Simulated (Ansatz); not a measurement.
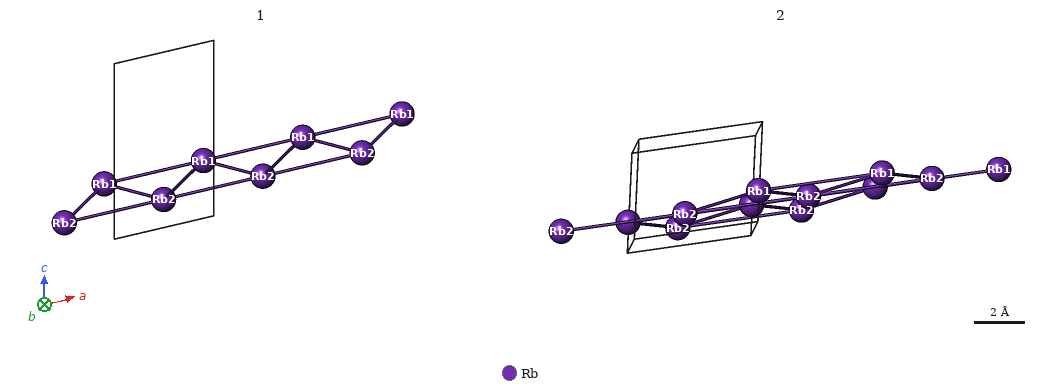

Two geometries of crystalline Rb (built on the random type) (coarse preliminary run), drawn at one scale. One is the start of a relaxation, the other its converged end. A ball-and-stick model of the cell of the calculation, reduced to other axes, repeated 2 × 1 × 1 with one cell outlined, seen along the b axis. Lengths and directions refer to the drawn axes.

Computed with Ansatz 0.2.0, DFT PBE, scalar-relativistic, plane waves, PAW. (plane-wave cutoff 420 eV; k-point mesh 4 × 4 × 4; occupations gaussian; smearing width 0.1 eV; no spin polarisation; cell and atoms relaxed; force threshold 0.04 eV/Å; at most 70 steps)

**Which one is relaxed?**

Structure 2 is the relaxed one. Case: random cell without symmetry. The largest moves relative to the cell, 1.04 Å, are those of Rb1 and Rb2. Rb1 goes along [2 3 −1]. Cell: a 4.143 → 5.051 Å (+21.9 %), b 7.849 → 9.110 Å (+16.1 %), c 7.854 → 5.284 Å (−32.7 %), α 64.5° → 53.6°, β 75.5° → 79.7°, γ 84.0° → 89.0°. Volume −14.3 %. Some distances before and after: Rb1–Rb2 8.387 → 4.774 Å, Rb1–Rb1 7.854 → 5.284 Å, Rb1–Rb2 (another image) 3.492 → 5.528 Å, Rb1–Rb2 (another image) 6.984 → 5.165 Å. Bonds break: Rb1–Rb2 (3.49 → 5.53 Å). Among the angles between lasting bonds that change: Rb1–Rb1–Rb2 125.6° → 113.9°. The space group stays P-1 (No. 2). After 13 accepted moves (14 points after the start) the energy has fallen by 593 meV per atom. Largest force component: 1.2 eV/Å at the start, 0.029 eV/Å at the end. The pressure goes from 1.36 to −0.07 GPa. The SCF was repeated once at an unchanged geometry on a basis and grid sized afresh for the cell, which shifted the energy by 0.3 meV per atom at most. The run took of the order of 90 core-seconds on a shared host.

Limits of the set-up: the k-point mesh is coarse for a cell with partly filled bands.
